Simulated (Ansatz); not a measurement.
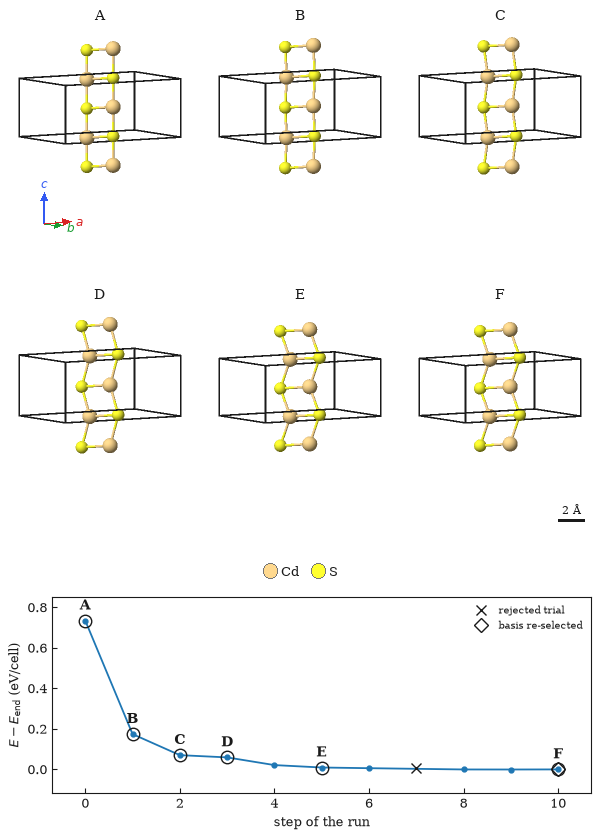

Frames of a relaxation of a wire of composition CdS, marked on the history of the run. Style: ball-and-stick. Shown: the cell of the calculation, with the vacuum cut short, from a free direction.

Case: ladder chain of atoms.

Method: Ansatz, DFT PBE, scalar-relativistic, plane waves, PAW. Set-up: plane-wave cutoff 420 eV; k-point mesh 1 × 1 × 14; occupations gaussian; smearing width 0.05 eV; collinear spin; cell relaxed at fixed a, b, alpha, beta, gamma; force threshold 0.01 eV/Å; at most 45 steps.

What happens along the run?

Answer. Over 8 accepted moves (10 points after the start) the energy falls by 0.735 eV per cell of the calculation. The largest force component goes from 1.7 to 0.0043 eV/Å. The line search rejected the trial step at point 7 of the run. The SCF was repeated once at an unchanged geometry on a basis and grid sized afresh for the cell, which shifted the energy by 0.5 meV per cell of the calculation at most. The largest moves relative to the layer's centre, 0.62 Å, are those of S atoms. By element the largest moves are S 0.62 Å, Cd 0.27 Å. Along the periodic axis the drawn cell goes c 4.619 → 4.532 Å (−1.9 %). Some distances before and after: Cd–S 2.425 → 2.769 Å, Cd–S 2.310 → 2.435 Å. Bond angles that change, for instance: Cd–S–Cd 180.0° → 137.0°, S–Cd–S 180.0° → 137.0°, Cd–S–Cd 90.0° → 68.5°. The program noted that the starting moments weren't kept. From step 0 to 1: S atoms move most (0.14 Å), energy −0.561 eV per cell of the calculation. From step 1 to 2: S atoms move most (0.15 Å), energy −0.104 eV per cell of the calculation. From step 2 to 3: Cd and S atoms move most (0.18 Å), energy −11.1 meV per cell of the calculation. From step 3 to 5: S atoms move most (0.13 Å), energy −49.9 meV per cell of the calculation. From step 5 to 10: Cd atoms move most (0.04 Å), energy −9.4 meV per cell of the calculation.
